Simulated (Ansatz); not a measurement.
WS$_{2}$: several calculations on one system

**1. Relaxation**

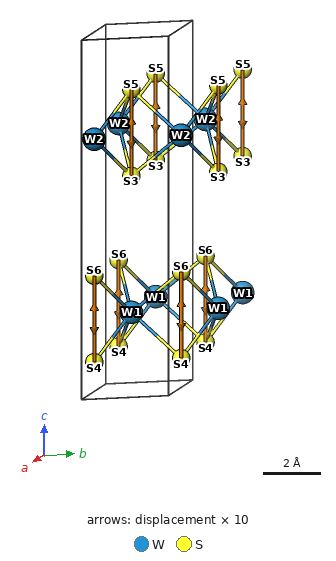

A relaxation of crystalline WS$_{2}$ (set up in P6_3/mmc). The starting structure is drawn; orange arrows show the displacements (the part carried along by the change of the cell is left out), magnified 10 times.

Style: ball-and-stick. Shown: the cell of the calculation, repeated 2 × 2 × 1 with one cell outlined, slightly off an axis.

Level of theory: DFT PBE, scalar-relativistic, plane waves, PAW in Ansatz 0.2.0. (plane-wave cutoff 420 eV; k-point mesh 12 × 12 × 2; occupations gaussian; smearing width 0.02 eV; no spin polarisation; cell and atoms relaxed; force threshold 0.005 eV/Å; at most 80 steps)

> Which element moves most?

Sulfur: up to 0.22 Å, against 0.00 Å for tungsten.

> Describe the change and its energy.

The largest moves relative to the cell, 0.22 Å, are those of S3, S4, S5 and S6. S3 goes along +c. W stays in place. Cell: a = b 3.184 → 3.188 Å (+0.1 %), c 12.978 → 14.871 Å (+14.6 %). Volume +14.8 %. Near-neighbour distances that change, for instance: W1–S4 2.411 → 2.420 Å. The space group stays P6_3/mmc (No. 194). Over 10 accepted moves (12 points after the start) the energy falls by 6.6 meV per atom. The largest force component goes from 0.2 to under 0.0001 eV/Å. Pressure: 1.76 GPa at the start and 0.00 GPa at the end. The SCF was repeated twice at an unchanged geometry on a basis and grid sized afresh for the cell, which shifted the energy by 0.6 meV per atom at most. The run took 3.5 min on 1 thread of AMD EPYC (Zen 3) (shared host), peak memory 0.48 GiB.

Limits of the set-up: layers or molecules are held without a dispersion correction, so their spacing is unreliable.

**2. Series**

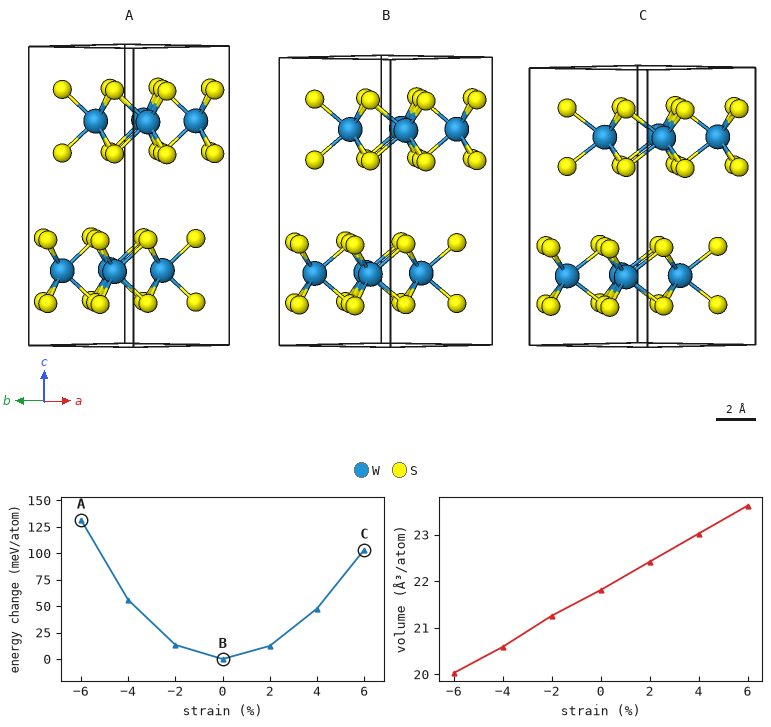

Members of a series of calculations on solid WS$_{2}$ (set up in P6_3/mmc), marked on the first curve. Style: ball-and-stick. Shown: the cell of the calculation, repeated to show the pattern, from a free direction.

Method: DFT PBE, scalar-relativistic, plane waves, PAW (Ansatz). (plane-wave cutoff 420 eV; k-point mesh 12 × 12 × 2; occupations gaussian; smearing width 0.02 eV; no spin polarisation)

Q: Which kind of strain is it, and how does the structure respond?

A: Biaxial strain in the a–b plane, c and atoms relaxed. A (strain −6.0 %): energy change 132 meV/atom, volume 20.03 Å³ per atom. B (strain 0.0 %): energy change 0.0 meV/atom, volume 21.81 Å³ per atom. C (strain 6.0 %): energy change 103 meV/atom, volume 23.62 Å³ per atom. The rest compares A with C. The drawn cell changes as follows: a = b 5.993 → 6.758 Å (+12.8 %), c 15.456 → 14.334 Å (−7.3 %); the volume changes by +17.9 %. Among the bonded contacts that change: S–W 2.386 → 2.467 Å.

Limits of the set-up: layers or molecules are held without a dispersion correction, so their spacing is unreliable.

**3. Series**

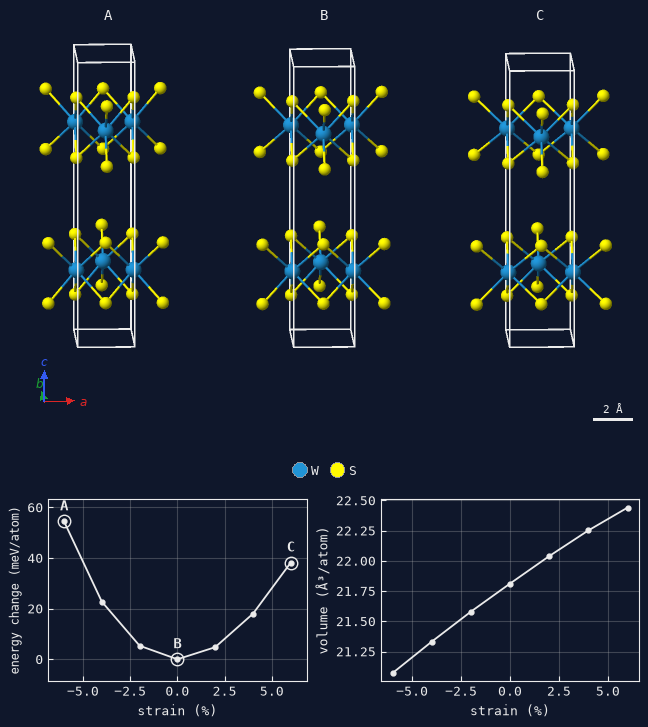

Members of a series of calculations on a crystal of WS$_{2}$ (set up in P6_3/mmc), marked on the first curve. Style: ball-and-stick. Shown: the conventional cell (2 times the calculation's cell), from a free direction. Lengths and directions refer to the drawn axes.

Method: DFT PBE, scalar-relativistic, plane waves, PAW in Ansatz 0.2.0. Set-up: plane-wave cutoff 420 eV; k-point mesh 12 × 12 × 2; occupations gaussian; smearing width 0.02 eV; no spin polarisation.

### Describe the series.

Uniaxial strain along a; b, c and atoms relaxed. A (strain −6.0 %): energy change 54.5 meV/atom, volume 21.07 Å³ per atom. B (strain 0.0 %): energy change 0.0 meV/atom, volume 21.81 Å³ per atom. C (strain 6.0 %): energy change 38.2 meV/atom, volume 22.44 Å³ per atom. The rest compares A with C. Cell: a 2.997 → 3.379 Å (+12.8 %), b 5.590 → 5.441 Å (−2.7 %), c 15.095 → 14.648 Å (−3.0 %). Volume +6.5 %. Some distances before and after: S–W 2.389 → 2.454 Å, S–W 2.438 → 2.402 Å.

Limits of the set-up: layers or molecules are held without a dispersion correction, so their spacing is unreliable.
